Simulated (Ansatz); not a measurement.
The structure in question:

```
Ga N
1.0
     3.24676    0.00000    0.00000
     0.00000    5.47823    0.00000
     0.00000    0.00000    5.16651
Ga N
4 4
Direct
  0.50000 0.83261 0.50170
  0.50000 0.16739 0.00170
  0.00000 0.33261 0.50170
  0.00000 0.66739 0.00170
  0.50000 0.83071 0.12330
  0.50000 0.16929 0.62330
  0.00000 0.33071 0.12330
  0.00000 0.66929 0.62330
```

Question: Before looking at a picture, describe the arrangement of atoms.

Answer: It has the composition GaN. It belongs to space group Cmc2_1 (No. 36) and has a base-centred orthorhombic lattice. Atoms per cell: 8 (4 Ga, 4 N). Ga is surrounded by four N in a tetrahedral arrangement at 1.95 to 1.96 Å. N is coordinated by four Ga in a tetrahedral arrangement at 1.95 to 1.96 Å. The bonds build a three-dimensional framework.

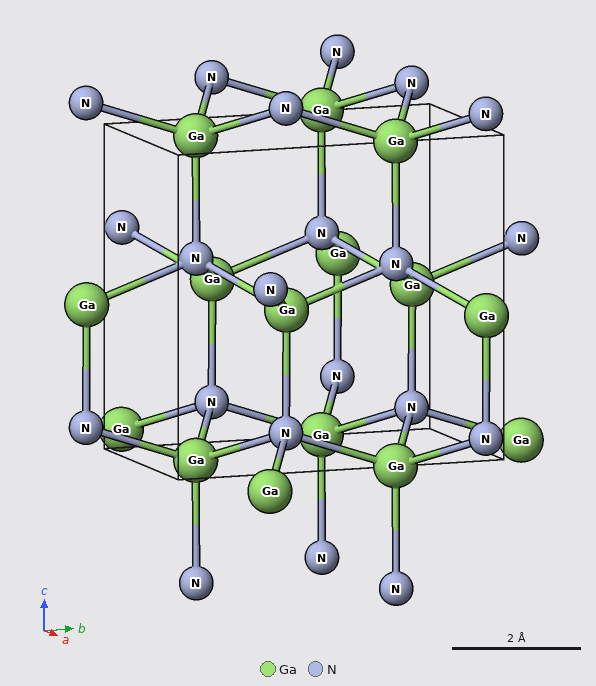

The figure gives a ball-and-stick picture of the atoms, viewed slightly off an axis. The wireframe shows the conventional unit cell. Atoms of adjacent cells appear where they bond to atoms in the box.

Its origin is a structure listed in the Materials Project. The cell was then strained or its atoms displaced on purpose. It was run through Ansatz as a DFT input.
